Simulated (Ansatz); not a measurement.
AlNi

Input

```
crystal:
  lattice:
    - [2.8930835326, 0.0, 0.0]
    - [0.0, 2.8930835326, 0.0]
    - [0.0, 0.0, 2.8930835326]
  atoms:
    - { symbol: Al, position: [0.0, 0.0, 0.0] }
    - { symbol: Ni, position: [0.4625820775, 0.4625820775, 0.4625820775] }
basis:
  ecutwfc: 420
kpoints:
  mp_grid: { grid: [20, 20, 20] }
hamiltonian:
  xc: pbe
scf:
  occupations: { method: gaussian, width: 0.15 }
output:
  forces: true
  stress: true
  eigenvalues: true
  write_density: true
  write_potential: true
  elf: true
  volumetric_format: npy
```

Command:

```sh
ansatz run input.yaml --threads 1 --pin off --max-ram 2560MiB --backend cpu --events-out ev --progress --plain --runs-dir out
```

Below, planes, directions and counts refer to the conventional cell (a = 4.09 Å, b = 4.09 Å, c = 5.01 Å, α = 90.00°, β = 90.00°, γ = 120.00°).

Space group R3m; changed on purpose from its base cell (all Ni atoms moved +0.188 Å, as atom 2 towards its neighbour atom 1 (Al) at 2.505 A); not relaxed (largest force 1.1 eV/Å); computed pressure about 2 GPa in this cell; computed without spin polarisation.

Level of theory: DFT PBE, scalar-relativistic, plane waves, PAW in Ansatz 0.2.0.

### What can the converged valence pseudo-density and electron localisation function tell about the bonding?

Al–Ni (2.32 Å): ρ at the midpoint is about 0.39 e/Å³; the ELF is about 0.40 at the midpoint.

### Does the calculation give a band gap?

It is gapless in this calculation (a metal or semimetal).

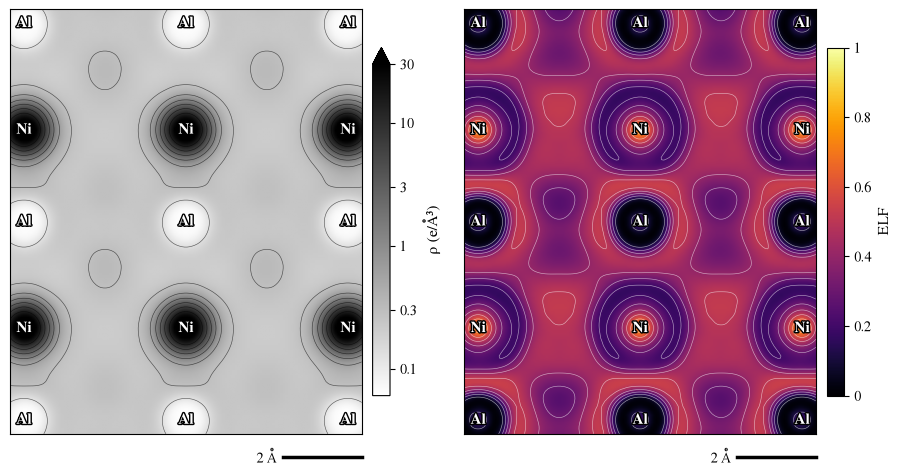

Computed valence pseudo-density and electron localisation function on the (100) plane of the conventional cell, in this order. 
